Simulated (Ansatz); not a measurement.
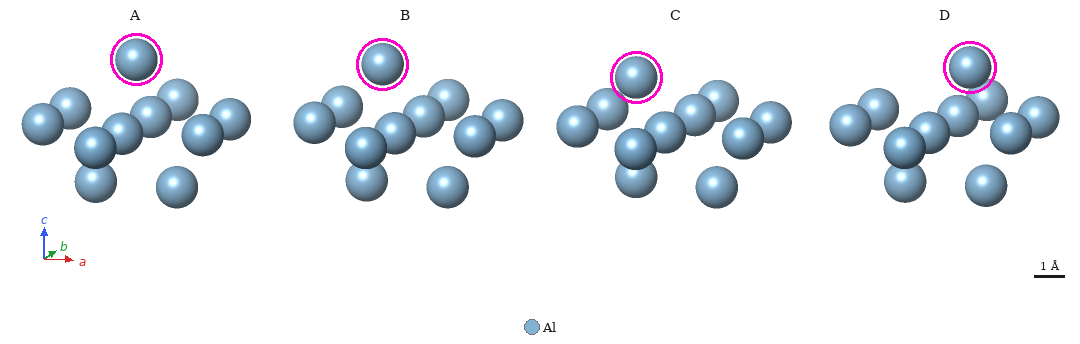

4 geometries from a converged minimum-energy path of Al on Al(100) (46 atoms in the cell), shuffled. The picture is a spheres-only view of the atoms within 5.0 Å of the middle of the path, seen slightly off an axis. The moving atom is ringed, with any periodic copies.

The calculation used DFT PBE, scalar-relativistic, plane waves, PAW (Ansatz). Settings: plane-wave cutoff 420 eV; k-point mesh 4 × 4 × 1; Gaussian smearing 0.1 eV; 9 atoms held fixed; 3 movable images; climbing image; force threshold 0.04 eV/Å; iteration limit 51.

Which of them lies highest in energy?

A. In order along the path, whose images run from 0 to 4: C (image 0, 0.00 eV), B (image 1, +0.23 eV), A (image 2, +0.57 eV), D (image 3, +0.23 eV). The adsorbate starts on a hollow site and hops by a lattice vector of the surface; other mechanisms, such as exchange with a surface atom, weren't searched. An Al atom travels furthest, 2.86 Å from end to end, on a path that bends up to 0.70 Å away from the straight line. At the highest image its nearest neighbour (Al) is 2.70 Å away, against 2.65 Å at the start, and the surrounding atoms stand up to 0.14 Å off the mean of their end positions.

The run took about 2.4 core-hours on a shared host.
